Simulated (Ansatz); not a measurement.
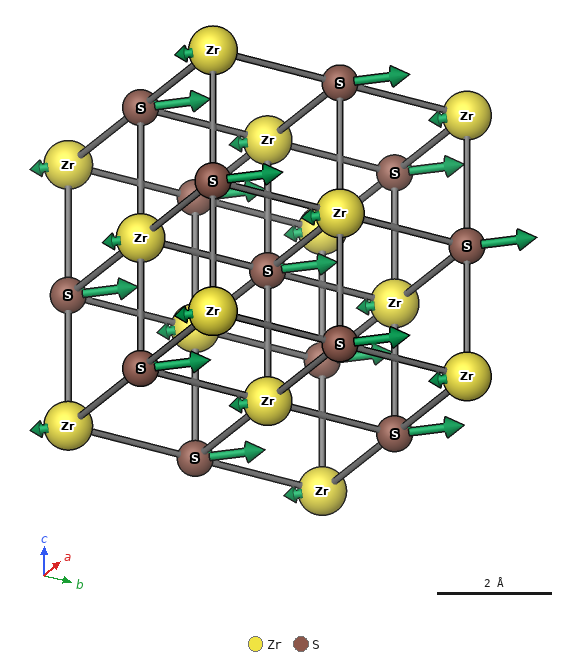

One vibrational mode of solid ZrS at the zone centre. The green arrows are the displacements of the atoms (eigenvector over the root of the mass), of arbitrary overall length and sign. Style: ball-and-stick. Shown: the conventional cell (4 times the calculation's cell), from a free direction. Lengths and directions refer to the drawn axes.

Theory: Ansatz 0.2.0, DFT LDA, scalar-relativistic, plane waves, PAW. Set-up: plane-wave cutoff 420 eV; k-point mesh 16 × 16 × 16; occupations fermi dirac; smearing width 0.15 eV; no spin polarisation.

The frequencies depend somewhat on the k-mesh and the smearing.

Question: What mode is this, and where does it lie in the spectrum?

Answer: This is the T₁u mode (triply degenerate; one member of the set is drawn) at 269 cm⁻¹, the only optical level, infrared-active by symmetry. The S sublattice moves against the Zr sublattice, along [1 1 0]; the kinetic energy is shared as S 74 %, Zr 26 %. The crystal is a metal, so free carriers screen the infrared response.
